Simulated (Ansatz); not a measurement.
```
CELL_PARAMETERS angstrom
3.45145 0.00000 0.00000
-1.72573 2.98904 0.00000
0.00000 0.00000 9.38904
ATOMIC_POSITIONS crystal
P 0.66667 0.33333 0.10625
P 0.33333 0.66667 0.43959
P 0.00000 0.00000 0.77292
P 0.00000 0.00000 0.22708
P 0.66667 0.33333 0.56041
P 0.33333 0.66667 0.89375
```

Space group R-3m; a structure from a database of computed crystals, not necessarily the ambient phase.

The calculation used Ansatz 0.2.0, Kohn-Sham DFT of a periodic cell, PBEsol, all-electron PAW datasets made for the crystal.

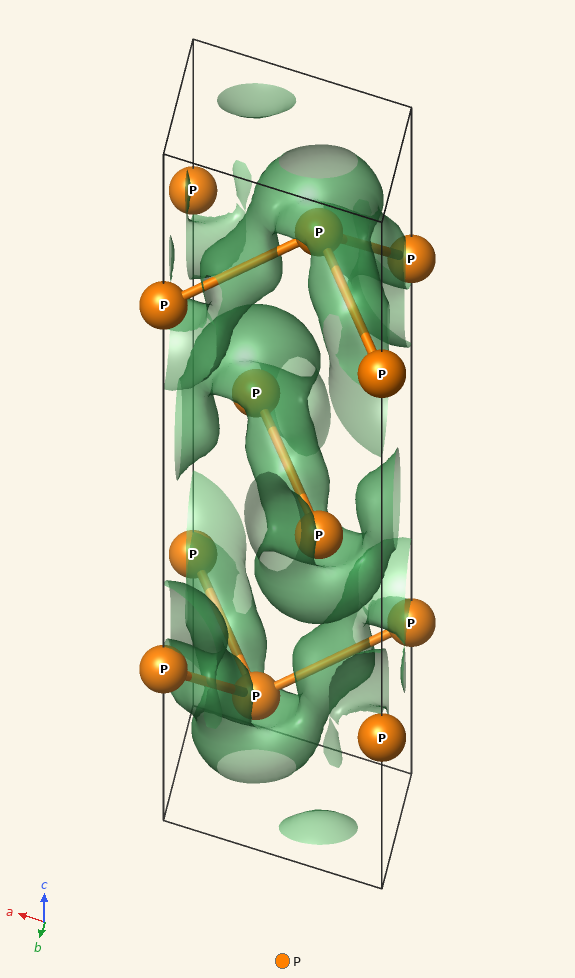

P. Isosurface of the ELF at 0.75 (green), seen at an oblique angle. Core shells are left out. Sticks mark near contacts.

In a PAW calculation such maps are meaningful between the atoms, not at the nuclei.

### Where are the electrons localised?

The surface consists of sheets that run through the cell in two directions, counted in one cell of 6 atoms. Any copies at cell faces, edges or corners count once. There are no localised bonds or lone pairs at this value. Along the contacts the grid gives the following. P–P (2.29 Å): the ELF peaks at about 0.85 between the atoms.

### Does the calculation make it a metal, or give it a gap?

It is gapless in this calculation (a metal or semimetal).
